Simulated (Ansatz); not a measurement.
# Energies of six collinear magnetic orders of cubic Fe3Ge in PBEsol, and a Heisenberg model of one to three neighbour shells

A strong magnet made from iron and a main-group element needs iron moments that mostly point the same way, and turning some of them round must cost enough energy. For Fe3Ge in the Cu3Au structure, the question is which collinear order lies lowest, and whether a few pair couplings between Fe atoms reproduce the energies of the others. Six orders are calculated with PBEsol at fixed atomic positions. Each energy is given per Fe atom relative to the parallel order, so a positive value means a less stable order. The couplings matter beyond this table, because models of magnetic ordering at finite temperature are built on them.

## How the numbers were made

One system, Fe3Ge (Cu3Au-type, Pm-3m), 4 atom(s) a primitive cell, from cells of the Materials Project database (relaxed there by DFT). Ansatz 0.2.0, plane waves with default PAW datasets, cutoff 420 eV, Fermi-Dirac smearing of 0.1 eV, k meshes whose coarsest spacing along a reciprocal vector is 0.17 to 0.30 1/Å over all runs (2π included). Functional: PBEsol, no Hubbard U; collinear spins, no spin-orbit coupling. Atoms are fixed. Each order is started from typed moments on Fe, in the primitive cell or in a cell doubled at wavevector q (fractions of the primitive reciprocal vectors), on meshes of about the same density or denser; only runs that kept their pattern of signs are listed. Runs that did not converge or carry a known fault are not listed. The same in all rows: metal or insulator in the row's run, judged by its smearing entropy or density of states at the Fermi energy (a gap under a few smearing widths counts as a metal): metal.

Notes on method and selection:

- In a Heisenberg model with E = -sum over ordered pairs of J e_i.e_j, the energy per magnetic atom is E0 less the sum over shells of J times the listed sum; further shells and changes of moment size are outside it.
- Each state is what a run reaches from typed starting moments; only a few collinear orders were started, so the lowest found need not be the ground state. Spin-orbit coupling is left out of these energies, which are free energies at the smearing width. A magnetic atom is one that was given a starting moment.
- Site moments count the spin inside each program's own atomic sphere, so they depend somewhat on its radius and leave out the spin between the spheres.
- Ansatz's own search for a lower self-consistent state was switched off in these runs, so a run may rest in a state that is not the lowest for its pattern of moments.
- The shell on the horizontal axis is the one of the three whose sum correlates best with the energies.
- Runs that did not converge, have known faults or may not be shown are not listed, and runs on Ansatz's PAW sets soft_1 and soft_2 are kept to separate tables.

Columns:

- shell at 2.59 Å: sum of e_i.e_j over the 8 Fe neighbours at 2.59 Å, mean over magnetic atoms (+1 parallel, -1 opposed).
- shell at 3.66 Å: sum of e_i.e_j over the 6 Fe neighbours at 3.66 Å, mean over magnetic atoms (+1 parallel, -1 opposed).
- shell at 4.48 Å: sum of e_i.e_j over the 16 Fe neighbours at 4.48 Å, mean over magnetic atoms (+1 parallel, -1 opposed).
- moment (μB): largest site spin moment.
- net moment (μB): size of the net spin moment per magnetic atom.
- energy (meV): energy less that of the parallel order, per magnetic atom.

## Results

| member | shell at 2.59 Å | shell at 3.66 Å | shell at 4.48 Å | moment (μB) | net moment (μB) | energy (meV) |
| --- | --- | --- | --- | --- | --- | --- |
| opposed q=(0,0,1/2) +-+--+ | −2.67 | 2 | 5.33 | 2.03 | 0.00 | 173.8 |
| partly opposed ++- | −2.67 | 6 | −5.33 | 2.06 | 0.74 | 187.7 |
| opposed q=(0,1/2,1/2) +-+-+- | 0.00 | −2 | 0.00 | 2.12 | 0.00 | 128.2 |
| opposed q=(1/2,1/2,1/2) +-+-+- | 0.00 | −6 | 0.00 | 2.02 | 0.00 | 135.6 |
| opposed q=(0,0,1/2) +-+-+- | 2.67 | 2 | −5.33 | 2.20 | 0.00 | 93.8 |
| parallel +++ | 8.00 | 6 | 16.00 | 2.21 | 2.15 | 0.0 |

energy (meV) against shell at 2.59 Å (numbers count the rows of the first table from the top):

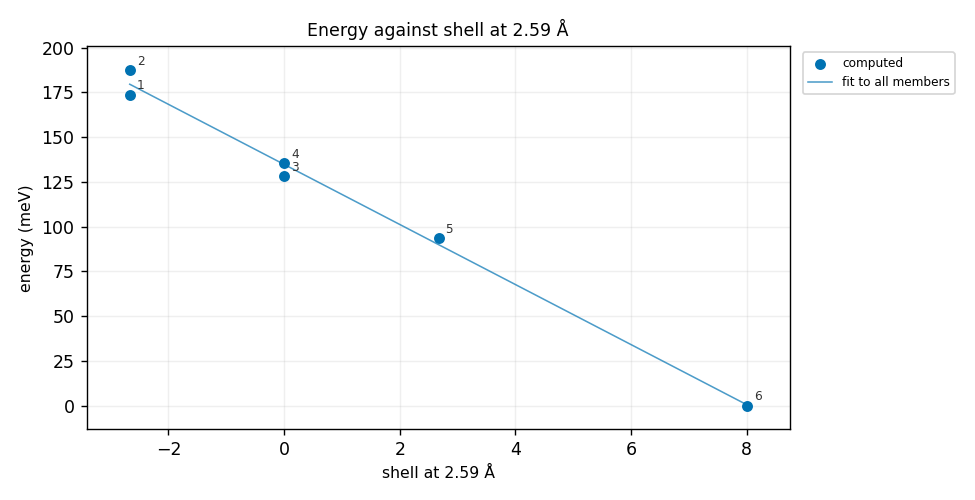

Least-squares fits to the whole series, with x = shell at 2.59 Å; R² and errors in the fitted variable (y, or ln y where the fit is in ln y):

| y | members | fit | R² | rms residual | leave-one-out rms | the same for the mean of the others |
| --- | --- | --- | --- | --- | --- | --- |
| energy (meV) | 6 | y = 134.8 − 16.78 x | 0.99 | 5.1 | 7.2 | 74 |

## What drives the series

The parallel order is the lowest of the six. The next, q=(0,0,1/2) +-+-+-, lies 93.8 meV per Fe above it, and the partly opposed order is highest at 187.7 meV. This agrees with the known ferromagnetism of the cubic phase.

The simplest model rests on three assumptions: every Fe moment has the same fixed length, the energy is a sum over pairs, and only the nearest Fe neighbours, at 2.59 Å, interact. With directions e = +1 or −1 and each pair counted in both orders, the total energy is a constant minus the sum of J₁ eᵢeⱼ. Dividing by the number of Fe atoms gives

E = E₀ − J₁S₁,

where S₁ is the tabulated sum over the eight nearest neighbours. The energy should therefore fall on a straight line in S₁ with slope −J₁. The fit gives J₁ = 16.78 meV, positive and so favouring parallel neighbours. If each bond is counted once, the coupling is 2 × 16.78 = 33.56 meV.

S₁ has a floor. Nearest-neighbour Fe atoms form triangles, and at most two of a triangle's three bonds can join opposed moments. The mean of eᵢeⱼ over bonds is then at least −1/3, and S₁ at least −8/3 = −2.67. The two highest orders both sit at this floor.

A likely origin of the positive sign is band energy: with the majority d states nearly full, minority electrons spread more easily between neighbours whose moments are parallel. The columns do not test this.

Adding the shells at 3.66 and 4.48 Å and fitting all six energies by least squares gives

J₁ ≈ 16 meV, J₂ ≈ −0.6 meV (at 3.66 Å) and J₃ ≈ 0.6 meV (at 4.48 Å).

The rms residual falls only from 5.1 to 3.3 meV, at the price of four constants for six energies. The nearest shell carries nearly all of the trend.

## Fixing and testing the model

The two constants of the one-shell model can be fixed on the parallel order and on q=(1/2,1/2,1/2) +-+-+-. The second has S₁ = 0, so its energy is E₀ itself:

E₀ = 135.6 meV.

The parallel order has S₁ = 8.00 and zero energy, which gives

J₁ = (135.6 − 0.0) / 8.00 = 16.95 meV.

The other four orders then follow without further adjustment.

- **q=(0,0,1/2) +-+-+-**, S₁ = 2.67: 135.6 − 16.95 × 2.67 = 90.3 meV. The table has 93.8, a difference of 93.8 − 90.3 = 3.5 meV.
- **q=(0,1/2,1/2) +-+-+-**, S₁ = 0: 135.6 − 16.95 × 0 = 135.6 meV. The table has 128.2, which is lower by 135.6 − 128.2 = 7.4 meV.
- **q=(0,0,1/2) +-+--+**, S₁ = −2.67: 135.6 + 16.95 × 2.67 = 180.9 meV. The table has 173.8, which is lower by 180.9 − 173.8 = 7.1 meV.
- **partly opposed ++-**, S₁ = −2.67: again 180.9 meV. The table has 187.7, which is higher by 187.7 − 180.9 = 6.8 meV.

The largest miss is 7.4 meV, while the four energies themselves span 187.7 − 93.8 = 93.9 meV. Two calculated orders are therefore enough to place the rest in the right groups: one near 90 meV, one near 130 meV and two near 180 meV. The sequence inside a group is beyond the model.

## Outliers

Largest departures from the fit to the whole series:

| member | energy (meV) | fit | computed − fit | in rms residuals |
| --- | --- | --- | --- | --- |
| partly opposed ++- | 187.7 | 179.6 | +8.1 | 1.6 |
| opposed q=(0,1/2,1/2) +-+-+- | 128.2 | 134.8 | −6.6 | 1.3 |
| opposed q=(0,0,1/2) +-+--+ | 173.8 | 179.6 | −5.8 | 1.1 |
| opposed q=(0,0,1/2) +-+-+- | 93.8 | 90.0 | +3.8 | 0.7 |

The one-shell model gives equal energies to orders with equal S₁. In the table, the two orders at S₁ = −2.67 differ by 187.7 − 173.8 = 13.9 meV, and the two at S₁ = 0 by 135.6 − 128.2 = 7.4 meV.

Two more shells do not repair this reliably. If their four constants are fixed on the four orders other than parallel and q=(0,1/2,1/2), eliminating the constants predicts those two:

- q=(0,1/2,1/2): (173.8 + 93.8 + 2 × 135.6) / 4 = 134.7 meV, against 128.2.
- parallel: 3 × 173.8 − 3 × 187.7 − 2 × 135.6 + 3 × 93.8 = −31.5 meV, against 0.

A one-shell line fitted to the five other orders puts the parallel order within roughly 2 meV of its true zero. The small outer couplings are thus poorly determined.

The fixed moment length, the cut-off in distance or the restriction to pair terms may be at fault. The largest moment varies from 2.02 to 2.21 μB, and in four of the orders the Fe sites are unequal. The largest moment alone does not sort the departures: the partly opposed order, with 2.06 μB, lies above the one-shell fit, q=(0,1/2,1/2), with 2.12 μB, lies below it, and q=(0,0,1/2) +-+-+-, with 2.20 μB, lies above it again.

## Conclusions

Among these six orders the parallel one is lowest by a wide margin, and one nearest-neighbour coupling reproduces the energies to about 7 meV per Fe when each order is left out in turn, against 74 meV for the mean of the others. Three shells fit slightly closer but predict less safely.

Two omitted effects, cell relaxation and spin-orbit coupling, are expected to be small against the spread of the table. Relaxing the cell separately for each order would probably lower the opposed orders by several meV. If it lowered them unequally, the sequence within a group might change. Spin-orbit coupling should matter less, typically below 1 meV per Fe in a cubic 3d metal.
